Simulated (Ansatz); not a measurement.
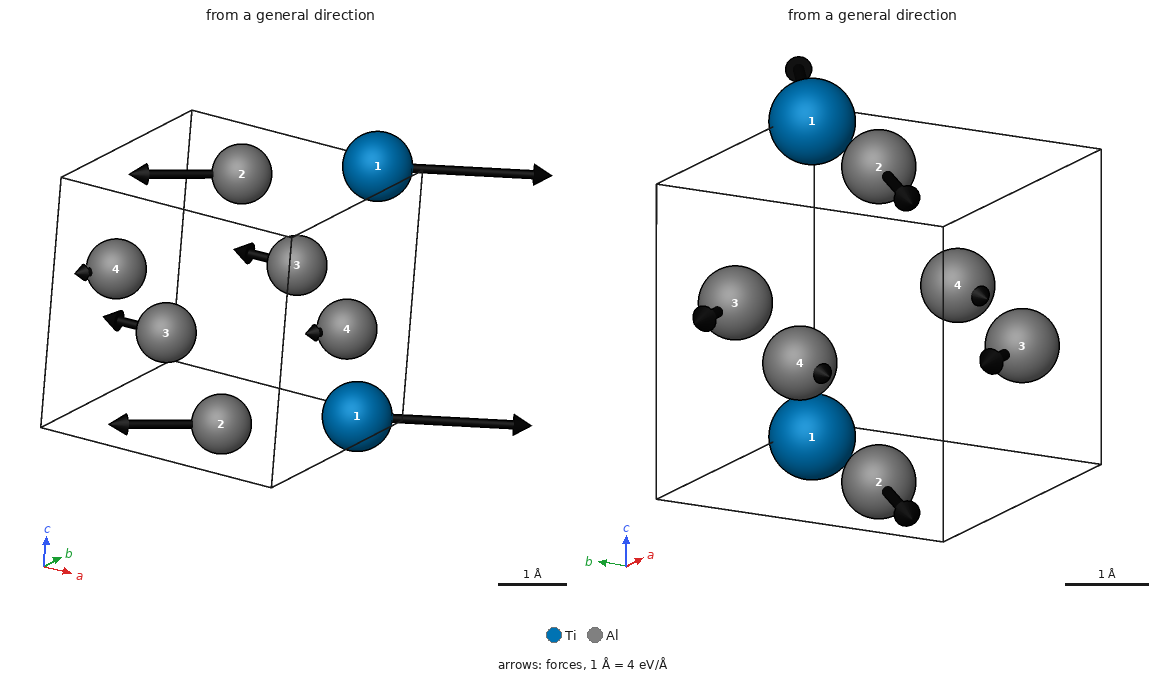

View from two general directions, drawn as a spheres-only model. One simulation cell is outlined, and atoms on its boundary appear in each equivalent place. The arrows are the computed forces on the atoms.

System: TiAl₃. Run with Ansatz 0.2.0, DFT r2SCAN, scalar-relativistic, plane waves, PAW and these settings: a 500 eV plane-wave basis, 12×12×12 k-points, Gaussian smearing of 0.15 eV, no spin polarisation.

### Has this structure been optimised to equilibrium?

No. The atoms still feel forces of up to about 8.5 eV/Å, far above a usual threshold of 0.01 to 0.03 eV/Å.

### Which atom feels the largest force?

Ti1, about 8.5 eV/Å.

The structure was taken from a structure listed in the Materials Project. The cell was then strained or its atoms displaced on purpose. It was run through Ansatz as a DFT input.
